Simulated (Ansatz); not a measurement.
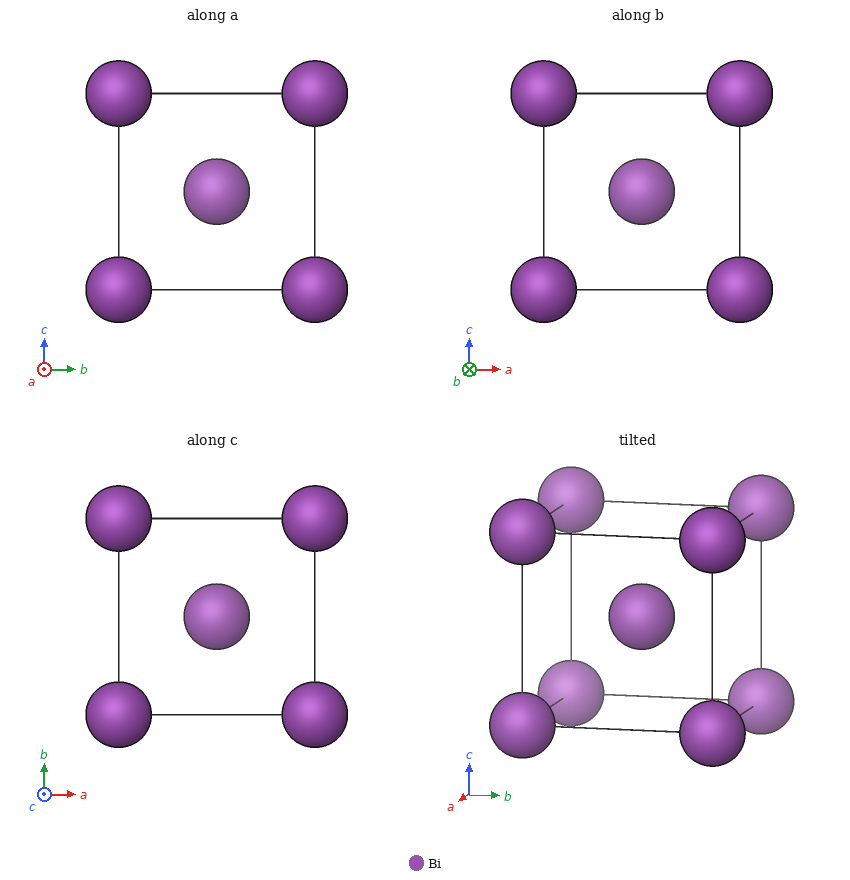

This spheres-only model is shown along the a axis, along the b axis, along the c axis and slightly off an axis. The wireframe shows the conventional unit cell.

Lattice parameters: a = 3.967 Å, b = 3.967 Å, c = 3.967 Å, α = 90.00°, β = 90.00°, γ = 90.00°. Put a along x and b in the xy plane.

Transcribe the picture into a POSCAR file.

```
Bi
1.0
     3.967    0.000    0.000
     0.000    3.967    0.000
     0.000    0.000    3.967
Bi
2
Direct
  0.0000 0.0000 0.0000
  0.5000 0.5000 0.5000
```

The cell started as a structure type filled with this element by a generator (whether the element takes this form wasn't checked). Earlier steps of the study may have refined or changed the cell and positions. Ansatz was used for an electronic-structure calculation on it.
